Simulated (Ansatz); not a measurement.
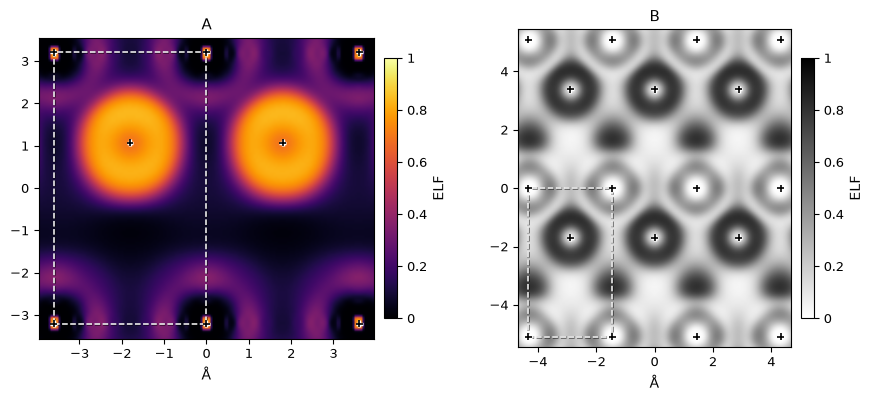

The ELF of 2 systems, each on a plane through atoms (crosses mark nuclei in the plane).

Method: Kohn-Sham DFT of a periodic cell, PBE, all-electron PAW datasets made for the crystal (Ansatz 0.2.0).

System 1: PtSe, the (110) plane of the conventional cell. Space group P-6m2; a generated structure, not necessarily the stable one; built by placing these elements on a known structure type; computed pressure about −11 GPa in this cell.

```cif
data_structure
_symmetry_space_group_name_H-M 'P 1'
_symmetry_Int_Tables_number 1
_cell_length_a 3.7019
_cell_length_b 3.7019
_cell_length_c 3.6128
_cell_angle_alpha 90.000
_cell_angle_beta 90.000
_cell_angle_gamma 120.000
_cell_volume 42.88
loop_
_atom_site_label
_atom_site_type_symbol
_atom_site_fract_x
_atom_site_fract_y
_atom_site_fract_z
_atom_site_occupancy
Pt1 Pt 0.00000 0.00000 0.00000 1
Se1 Se 0.66667 0.33333 0.50000 1
```

System 2: TaN, the (110) plane of the conventional cell. Space group P-6m2; computed pressure about 5 GPa in this cell.

```
Ta N
1.0
     2.93800    0.00000    0.00000
    -1.46900    2.54438    0.00000
     0.00000    0.00000    2.88300
Ta N
1 1
Direct
  0.33333 0.66667 0.50000
  0.00000 0.00000 0.00000
```

> Which map belongs to which system?

Panel A is system 1, PtSe: the plane holds Pt and Se. Pt–Se (2.80 Å): the ELF is about 0.35 at the midpoint. Panel B is system 2, TaN: the plane holds Ta and N. Ta–N (2.23 Å): the ELF peaks at about 0.80 in the valence shell of N, 0.7 Å from its nucleus, and is about 0.20 at the midpoint (no shared electron pair shows on this line).
